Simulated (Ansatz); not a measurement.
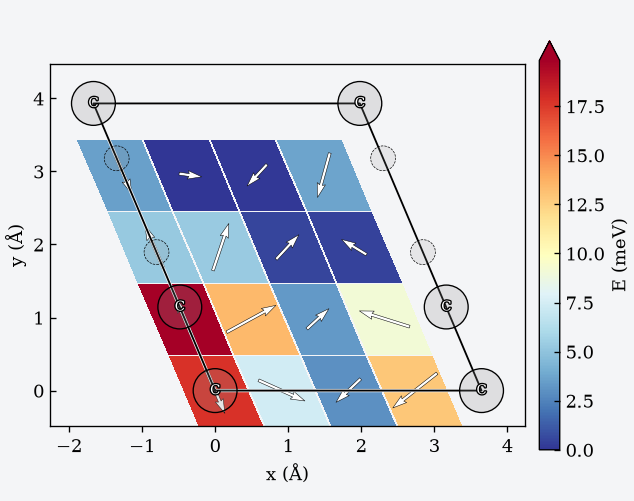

Energy landscape of CO on a C(110) slab cut from the R-3m phase, its upper half relaxed before the scan (40 atoms of substrate and one adsorbate in a 2 × 2 cell). CO (O end down) is moved over the surface cell at a fixed height above a rigid substrate; the origin of the map has the adsorbate above C33; the height is held at 3.30 Å. Places are given modulo a cell vector. The map is drawn in real space over the plane of the surface. Grid: 4 × 4 points. Places are given in fractions of the 1 × 1 surface cell. Energies are in meV, from the lowest grid point. At a fixed height the lowest place need not be the adsorption site. Level of theory: DFT PBE+D3(BJ), scalar-relativistic, plane waves, PAW (Ansatz 0.2.0). Settings: cutoff 420 eV, k-mesh 4×4×1, gaussian smearing 0.05 eV, no spin polarisation.

The picture shows one coloured cell a grid point, arrows along the force (downhill), their lengths compressed, labelled circles for the atoms of the top layer and small ones for the second layer, the outline of one cell of the plane, one colour for all values above the top of the scale. 

Q: Summarise what can be read from the map.

A: The lowest grid point is at (1/4, 3/4) of the cell vectors. The highest grid point, (0/4, 1/4) of the cell vectors, lies 19.8 meV above the lowest.

The values on the grid:

| second ↓, first → | 0/4 | 1/4 | 2/4 | 3/4 |
| --- | --- | --- | --- | --- |
| 3/4 | 3.5 | 0.0 | 0.1 | 3.7 |
| 2/4 | 5.2 | 5.3 | 0.5 | 0.4 |
| 1/4 | 19.8 | 13.4 | 3.3 | 9.1 |
| 0/4 | 17.8 | 7.4 | 3.0 | 12.9 |

Time for the 16 points that were run: 12 min on 4 threads of Arm Neoverse V2, on a shared host.

PAW datasets: the set soft_1.
